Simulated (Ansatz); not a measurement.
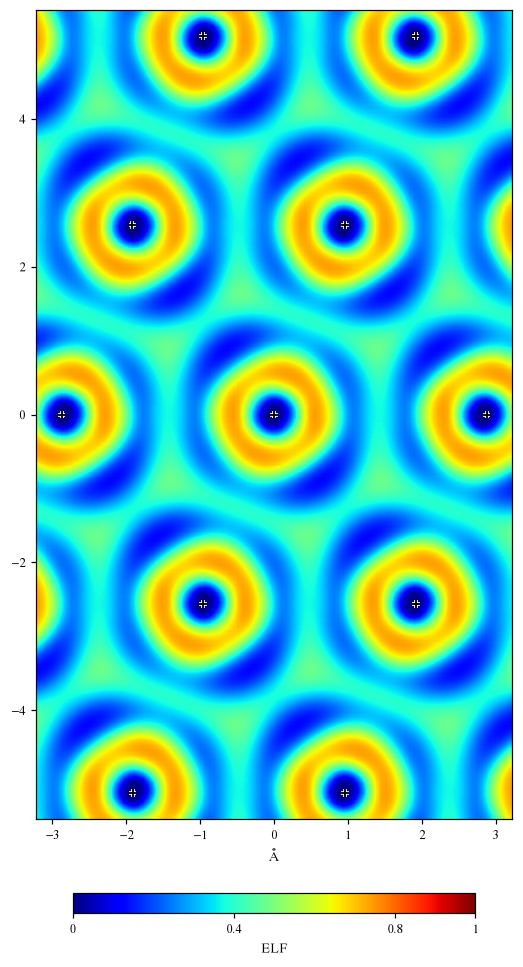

The ELF on a plane through atoms (crosses mark nuclei in the plane).

Level of theory: DFT PBE, scalar-relativistic, plane waves, PAW in Ansatz 0.2.0.

Candidates:
A. W, a = 3.32 Å, b = 4.35 Å, c = 4.69 Å, α = 90.00°, β = 90.00°, γ = 89.96°. Space group Fmmm; changed on purpose from its base cell (band edges of the strained film's bulk); computed pressure about −12 GPa in this cell.
B. Cu, a = 3.63 Å, b = 3.63 Å, c = 3.63 Å, α = 90.00°, β = 90.00°, γ = 90.00°. Space group Fm-3m; computed without spin polarisation.

> Which system is this?

Candidate A: W on the (111) plane of the conventional cell, which holds W. W–W (2.73 Å): the ELF is about 0.40 at the midpoint. W–W (2.87 Å): the ELF is about 0.35 at the midpoint.
